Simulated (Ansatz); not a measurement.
System HfS₂ (space group P-3m1, No. 164); source of the atomic positions: the geometry relaxed at fixed volume with DFT PBE+D3(BJ), scalar-relativistic, plane waves, PAW in Ansatz 0.2.0.

```
Hf S
1.0
     3.53775    0.00000    0.00000
    -1.76888    3.06378    0.00000
     0.00000    0.00000    5.45639
Hf S
1 2
Cartesian
  0.0000 0.0000 0.0000
  1.7689 1.0213 3.9886
  0.0000 2.0425 1.4678
```

Bonds are taken as Hf–S below 2.8 Å. The graph is simplified in the usual way: terminal and isolated atoms are pruned, two-connected atoms become edges.

Derive the underlying net.

The result is a binodal (3,6)-connected, two-periodic (layers) net: S is a 3-connected node; Hf is a 6-connected node, in the ratio 2:1. It is the kgd net, known from the layers of CdI2 (1T type). The layers lie parallel to (001).

```tsv
node	links	point symbol	coordination sequence
S	3	4³	3 12 9 24 15
Hf	6	4⁶·6⁶·8³	6 6 18 12 30
```

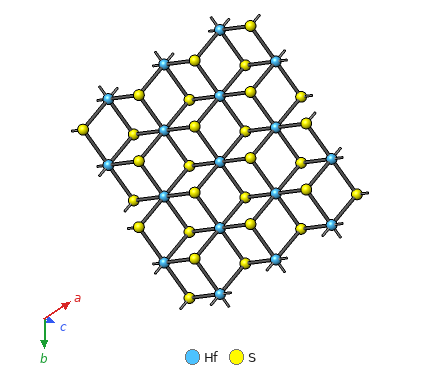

Nodes are coloured by element. One layer is drawn. Short stubs are edges that leave the cut-out.
